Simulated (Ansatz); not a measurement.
TiO$_{2}$ (slab)

Input

```
crystal:
  lattice:
    - [2.9392264222, 0.0, 0.0]
    - [0.0, 4.5908688261, 0.0]
    - [0.0, 0.0, 21.3867240399]
  atoms:
    - { symbol: O, position: [0.5, 0.195589907, 0.3506848448] }
    - { symbol: Ti, position: [0.0, 0.0, 0.3926701252] }
    - { symbol: O, position: [0.5, 0.804410093, 0.4346554057] }
    - { symbol: O, position: [0.0, 0.304410093, 0.4580147195] }
    - { symbol: Ti, position: [0.5, 0.5, 0.5] }
    - { symbol: O, position: [0.0, 0.695589907, 0.5419852805] }
    - { symbol: O, position: [0.5, 0.195589907, 0.5653445943] }
    - { symbol: Ti, position: [0.0, 0.0, 0.6073298748] }
    - { symbol: O, position: [0.5, 0.804410093, 0.6493151552] }
basis:
  ecutwfc: 420
kpoints:
  mp_grid: { grid: [9, 6, 1] }
hamiltonian:
  xc: pbesol
scf:
  occupations: { method: gaussian, width: 0.05 }
output:
  forces: true
  eigenvalues: true
  write_density: true
  write_potential: true
  elf: true
  volumetric_format: npy
relax:
  adjacent_minimum: "off"
  f_tol: 0.02
  max_steps: 60
efield:
  axis: 3
  dipole_correction: true
```

Command:

```sh
ansatz run input.yaml --threads 1 --pin off --max-ram 2560MiB --backend cpu --events-out ev --progress --plain --runs-dir out
```

The fields are those of the relaxed geometry.

Computed without spin polarisation.

Computed with Ansatz 0.2.0, DFT PBEsol, scalar-relativistic, plane waves, PAW.

In a PAW calculation such maps are meaningful between the atoms, not at the nuclei.

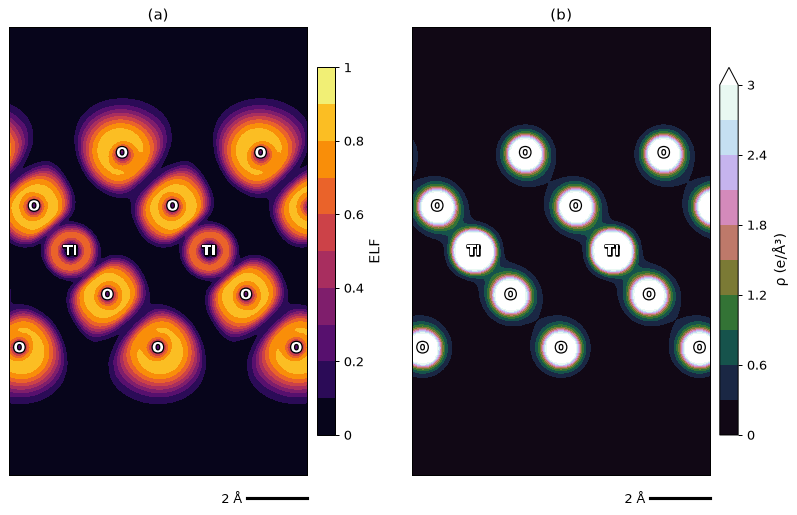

Figure 1. (a) electron localisation function; (b) valence pseudo-density on the (100) plane of the calculation cell, a cut from vacuum to vacuum.

Q: Read the bonding off the picture.

A:
- Atoms in the plane: O and Ti.
- Ti–O (1.91 Å): ρ at the midpoint is about 0.82 e/Å³; the ELF peaks at about 0.85 in the valence shell of O, 0.6 Å from its nucleus, and is about 0.25 at the midpoint: no localised pair shows between them.
- The density dies away to nearly zero in the vacuum.
- The features right at Ti lie inside the PAW spheres, where the map follows smoothed inner orbitals and isn't to be read closely.

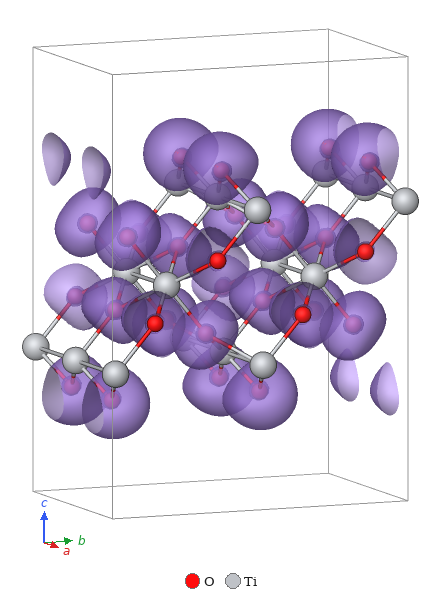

Figure 2. Isosurface of the ELF at 0.6 (purple), seen slightly off an axis. Core shells and regions of very low density are left out. Sticks mark near contacts.

Q: What do the ELF domains correspond to?

A: The ELF exceeds this value in six regions wrapped around O (the valence shell of each), counted in one cell of 9 atoms. Counts are for one cell; the picture repeats the cell along the surface. Along the contacts the grid gives the following. Ti–O (1.84 Å): the ELF peaks at about 0.80 in the valence shell of O, 0.6 Å from its nucleus, and is about 0.25 at the midpoint (no localised pair shows between them). Ti–Ti (2.94 Å): the ELF is about 0.10 at the midpoint: no localised pair shows between them.

Q: Does the calculation give a band gap?

A: It is gapped, with a Kohn–Sham gap of 2.2 eV on the k-point mesh, an upper bound to the gap of this method.
